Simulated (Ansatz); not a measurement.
System: CoO.

Input

```
crystal:
  lattice:
    - [1.5054695445, 0.8691832468, 2.4399269062]
    - [-1.5054695445, 0.8691832468, 2.4399269062]
    - [0.0, -1.7383664936, 2.4399269062]
  atoms:
    - { symbol: Co, position: [0.0, 0.0, 0.0], spin: 2.64 }
    - { symbol: O, position: [0.4833938853, 0.5166061147, 0.5], spin: 0.33 }
basis:
  ecutwfc: 420
kpoints:
  mp_grid: { grid: [18, 18, 18] }
hamiltonian:
  xc: pbesol
scf:
  occupations: { method: gaussian, width: 0.15 }
output:
  forces: true
  stress: true
  eigenvalues: true
  populations: true
  write_density: true
  write_potential: true
  elf: true
  volumetric_format: npy
magnetization:
  spin_polarized: true
```

Run with:

```sh
ansatz run input.yaml --threads 1 --pin off --max-ram 2560MiB --backend cpu --events-out ev --progress --plain --runs-dir out
```

Below, planes, directions and counts refer to the conventional cell (a = 5.18 Å, b = 3.01 Å, c = 3.00 Å, α = 90.00°, β = 124.92°, γ = 90.00°).

Space group C2; a structure from a database of computed crystals, not necessarily the ambient phase; changed on purpose from its base cell (all O atoms moved -0.050 Å, as atom 2 along Cartesian [1 0 0]); computed pressure about −9 GPa in this cell; spin-polarised.

Method: Ansatz 0.2.0, DFT PBEsol, scalar-relativistic, plane waves, PAW.

> What will maps of the valence pseudo-density, electron localisation function and spin density show?

Co–O (2.09 Å): ρ is about 0.47 e/Å³ halfway; the ELF peaks at about 0.80 in the valence shell of O, 0.6 Å from its nucleus, and is about 0.15 at the midpoint (no shared electron pair shows on this line).
Co–O (2.16 Å): the density is about 0.39 e/Å³ at the midpoint; the ELF peaks at about 0.80 in the valence shell of O, 0.6 Å from its nucleus, and is about 0.15 at the midpoint; no shared electron pair shows on this line.
The spin density sits on Co: +2.5 μB (×2) in one cell of 4 atoms, with smaller moments on O (up to +0.33 μB): parallel main moments, as they must be, since the calculation's own cell holds one magnetic site. The cell of the calculation (2 atoms) carries 2.9 μB of net spin moment.

> Does the calculation give a band gap?

It is gapless in this calculation (a metal or semimetal); semilocal functionals without U, or without the true magnetic order, often close the gap of such compounds.

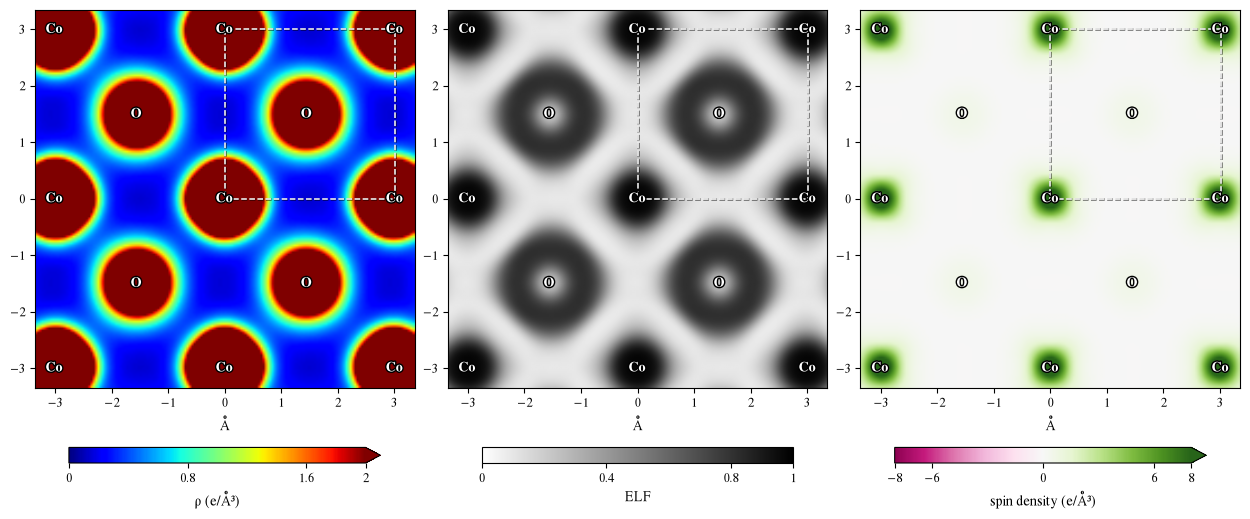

Computed valence pseudo-density, electron localisation function and spin density on the (100) plane of the conventional cell, in this order. 

Core electrons are frozen (PAW), and the valence fields are smoothed inside the atomic spheres.
